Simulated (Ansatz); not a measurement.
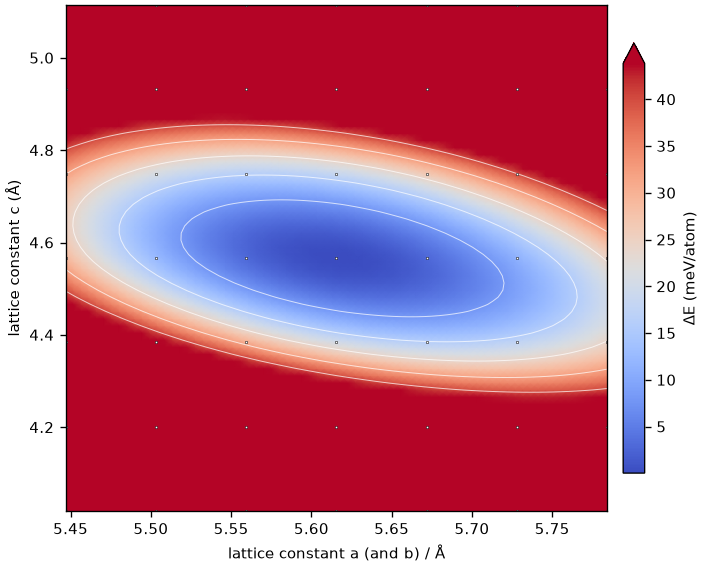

Ti₃Al (P6_3/mmc, No. 194; 8 atoms in the cell). The energy is mapped over the lattice constants a and c of the conventional cell. The first coordinate is: lattice constant a (and b); the second: lattice constant c. Nothing is relaxed (fractional coordinates fixed). Grid: 7 × 7 points. Points are written as (first, second). All energies are given in meV/atom relative to the lowest grid point. Computed with DFT LDA, scalar-relativistic, plane waves, PAW in Ansatz. Settings: cutoff 520 eV, k-mesh 9×9×10 in the order of the run's cell vectors, gaussian smearing 0.15 eV, no spin polarisation.

The picture shows a smooth colour map with a few white contour lines, dots at the grid points, one colour for all values above the top of the scale. Between grid points the surface is interpolated.

Estimate the position of the minimum and the force constants in these coordinates.

Answer. The interpolated minimum is at lattice constant a (and b) ≈ 5.616 Å, lattice constant c ≈ 4.567 Å. The curvatures there are about 15 eV/Å² and 9.6 eV/Å², with a cross term of about 4.6 eV/Å² (per cell of 8 atoms). Round the minimum the valley is somewhat tilted: raising lattice constant a (and b) shifts the best value of lattice constant c downwards (coupling k₁₂/√(k₁₁k₂₂) about 0.4).

PAW datasets: the set soft_1.
